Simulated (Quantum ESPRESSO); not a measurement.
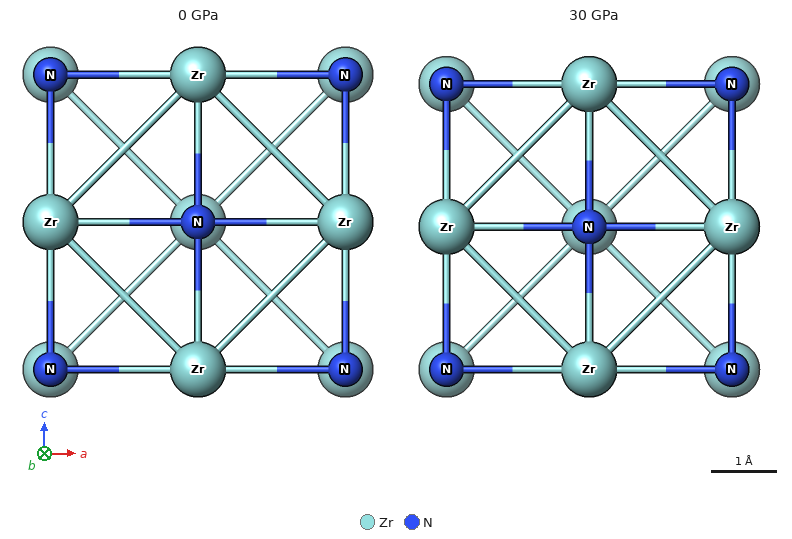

A crystal of ZrN (set up in Fm-3m), relaxed (cell and atoms) at several target pressures. The picture shows the first and the last member. Style: ball-and-stick. Shown: the conventional cell (4 times the calculation's cell), along the b axis. Lengths and directions refer to the drawn axes.

Computed with Quantum ESPRESSO 7.5: PBE, SSSP 1.3 efficiency PBE. (plane-wave cutoff 938.8 eV; k-point mesh 10 × 10 × 10; occupations fermi-dirac; smearing width 0.05 eV; no spin polarisation)

```
pressure (GPa)  volume (Å³/atom)  a (Å)
             0            12.106  4.592
             2            12.011  4.580
             5            11.876  4.563
            10            11.667  4.536
            20                 ?      ?
            30            10.982  4.445
```

One row is withheld. What does the calculation give there?

Murnaghan's form V = V₀(1 + B′P/B₀)^(−1/B′), with V₀ = 12.106 Å³ from the row at zero pressure, fits the other rows with B₀ = 251 GPa and B′ = 4.08 (largest miss 0.001 Å³). At 20 GPa it gives 12.106 × (1 + 4.08 × 20/251)^(−1/4.08) = 11.299 Å³ per atom. The calculation gives 11.298 Å³/atom (a = 4.488 Å). The estimate is 0.001 Å³/atom too high. From the first member to the last: Zr–Zr 3.247 → 3.143 Å, N–Zr 2.296 → 2.223 Å.

The whole series:

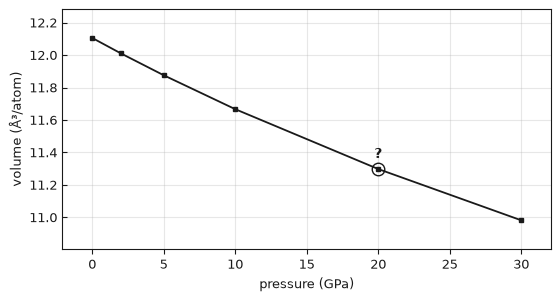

Each member starts from this one structure; whether another phase lies lower wasn't checked.
